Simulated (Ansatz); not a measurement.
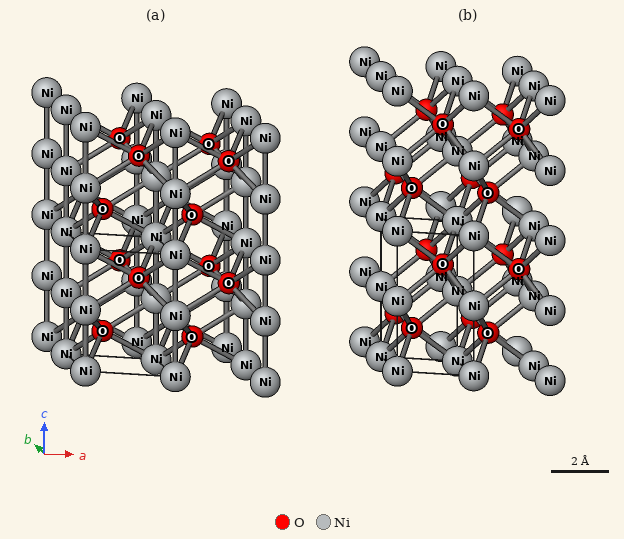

The structure of solid NiO (a generated structure, set up in P6_3/mmc) (coarse preliminary run) before (left) and after (right) a relaxation, at one scale.

Style: ball-and-stick. Shown: the cell of the calculation, repeated 2 × 2 × 2 with one cell outlined, slightly off an axis.

Case: Pt → Ni, Te → O on all its sites, cell and atoms relaxed.

Theory: DFT PBEsol, scalar-relativistic, plane waves, PAW (Ansatz 0.2.0). Set-up: plane-wave cutoff 420 eV; k-point mesh 6 × 6 × 6; occupations gaussian; smearing width 0.1 eV; collinear spin; cell and atoms relaxed; force threshold 0.05 eV/Å; at most 60 steps.

> Describe what moved and what it gained.

The atoms keep their places relative to the cell (all moves are under 0.005 Å). Cell: a = b 3.322 → 2.821 Å (−15.1 %), c 4.359 → 5.002 Å (+14.8 %). Volume −17.2 %. Near-neighbour distances that change, for instance: Ni–Ni 2.179 → 2.501 Å, Ni–O 2.206 → 2.053 Å. Bond angles that change, for instance: Ni–O–Ni 59.2° → 75.0°, Ni–O–Ni 97.7° → 86.8°, O–Ni–O 97.7° → 86.8°. The space group stays P6_3/mmc (No. 194). The energy falls by 1.472 eV per cell of the calculation in 7 accepted moves (10 points after the start). All forces vanish by symmetry, so only the cell relaxes. The pressure goes from −14.79 to 0.00 GPa. The line search rejected the trial step at point 4 of the run. At 2 points the geometry stayed and the basis and grid were re-selected for the new cell (energy shift of 24.0 meV per cell of the calculation at most each time). The program noted that the starting moments weren't kept.
